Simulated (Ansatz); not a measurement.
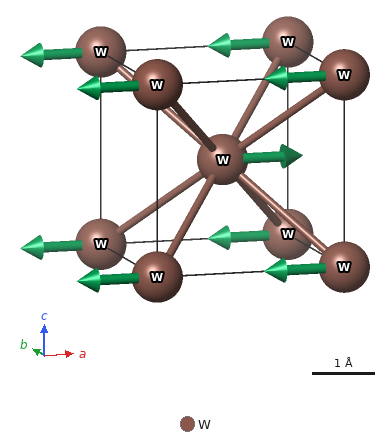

The lowest mode of solid W, space group Im-3m (No. 229), at the zone centre of a doubled cell. The green arrows are the displacements of the atoms (eigenvector over the root of the mass), of arbitrary overall length and sign. The picture is a ball-and-stick view of the conventional cell, seen slightly off an axis. Lengths and directions refer to the drawn axes.

Computed with Ansatz 0.2.0, DFT PBEsol, scalar-relativistic, plane waves, PAW. Settings: plane-wave cutoff 420 eV; k-point mesh 16 × 16 × 16; occupations gaussian; smearing width 0.15 eV; no spin polarisation.

Q: Is the structure stable against all modes at this point?

A: Yes: this softest mode has a real frequency, and so have all others here. That speaks for this wave vector alone: the rest of the zone wasn't checked in this run. This is a triply degenerate mode (one member of the set is drawn) at 160 cm⁻¹, the only level (the three translations aside). All motion is along a; atoms of one kind move against one another, with no net shift of their sublattice. It changes sign from one half of the doubled cell to the other: it belongs to the zone boundary, q = (1/2, 1/2, 1/2) in the reciprocal vectors of the undoubled cell.
